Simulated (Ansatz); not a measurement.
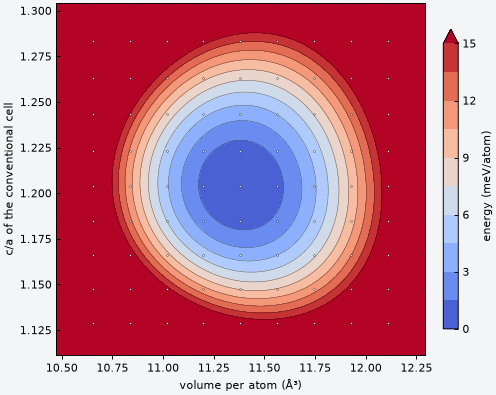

MgO (P6_3/mmc, No. 194; 4 atoms in the cell). 
- The energy is mapped over volume and the cell's shape.
- The first coordinate is: volume per atom; the second: c/a of the conventional cell.
- Nothing is relaxed (symmetry fixes all fractional coordinates).
- Grid: 11 × 11 points.
- Points are written as (first, second).
- All energies are given in meV/atom relative to the lowest grid point.
- All numbers below come from Ansatz, DFT PBE, scalar-relativistic, plane waves, PAW. Settings: cutoff 520 eV, k-mesh 9×9×6 in the order of the run's cell vectors, gaussian smearing 0.05 eV, no spin polarisation.

In the figure: filled contours, dots at the grid points, one colour for all values above the top of the scale. Between grid points the surface is interpolated.

Q: Estimate the position of the minimum and the force constants in these coordinates.

A: The interpolated minimum is at volume per atom ≈ 11.381 Å³, c/a of the conventional cell ≈ 1.204. The curvatures there are about 0.27 eV/(Å³)² and 20 eV, with a cross term of about 0.09 eV/Å³ (per cell of 4 atoms). Round the minimum the two coordinates are nearly uncoupled.

PAW datasets: the set soft_1.
